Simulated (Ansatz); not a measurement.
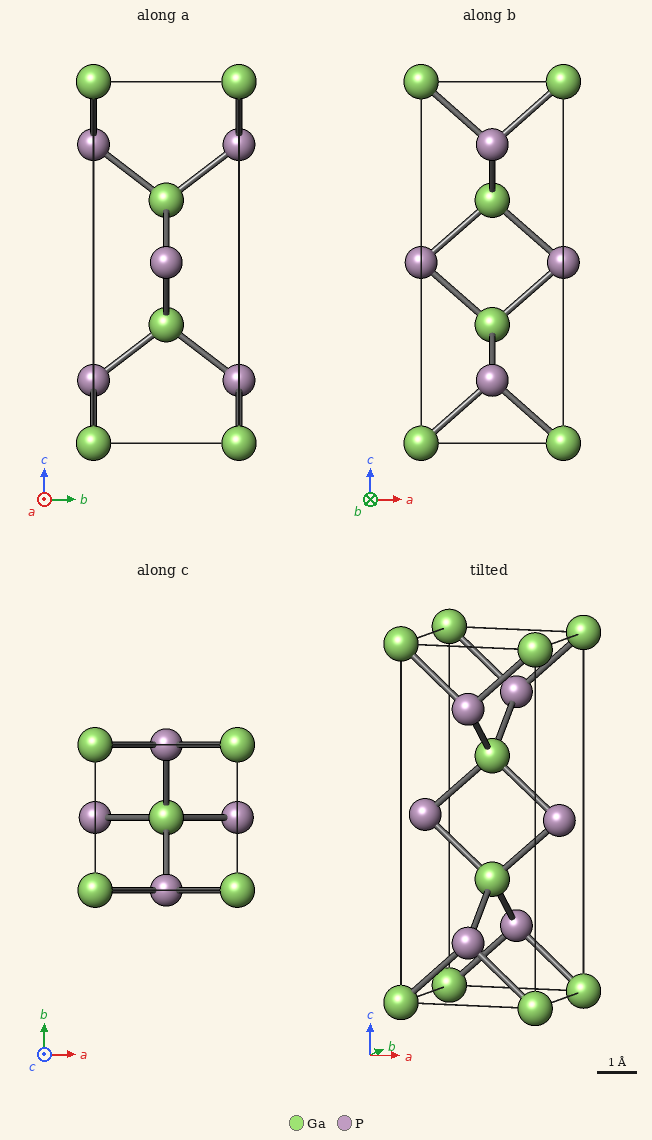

View along the a axis, along the b axis, along the c axis and slightly off an axis, drawn as a ball-and-stick model. The conventional unit cell is outlined; an atom on or near a face, edge or corner is repeated at each equivalent position.

Lattice parameters: a = 3.6741 Å, b = 3.7558 Å, c = 9.3364 Å, α = 90.000°, β = 90.000°, γ = 90.000°.

Write down what is shown as a CIF in P1 with every atom of the cell, with free fractional coordinates to two decimals.

```cif
data_structure
_symmetry_space_group_name_H-M 'P 1'
_symmetry_Int_Tables_number 1
_cell_length_a 3.6741
_cell_length_b 3.7558
_cell_length_c 9.3364
_cell_angle_alpha 90.000
_cell_angle_beta 90.000
_cell_angle_gamma 90.000
_cell_volume 128.83
loop_
_atom_site_label
_atom_site_type_symbol
_atom_site_fract_x
_atom_site_fract_y
_atom_site_fract_z
_atom_site_occupancy
Ga1 Ga 0.50 0.50 0.67 1
Ga2 Ga 0.50 0.50 0.33 1
Ga3 Ga 0.00 0.00 0.00 1
P1 P 0.50 0.00 0.83 1
P2 P 0.00 0.50 0.50 1
P3 P 0.50 0.00 0.17 1
```

Its origin is a structure type filled with these elements by a generator (whether the compound takes this form wasn't checked). Earlier steps of the study may have refined or changed the cell and positions. It went into a calculation with Ansatz.
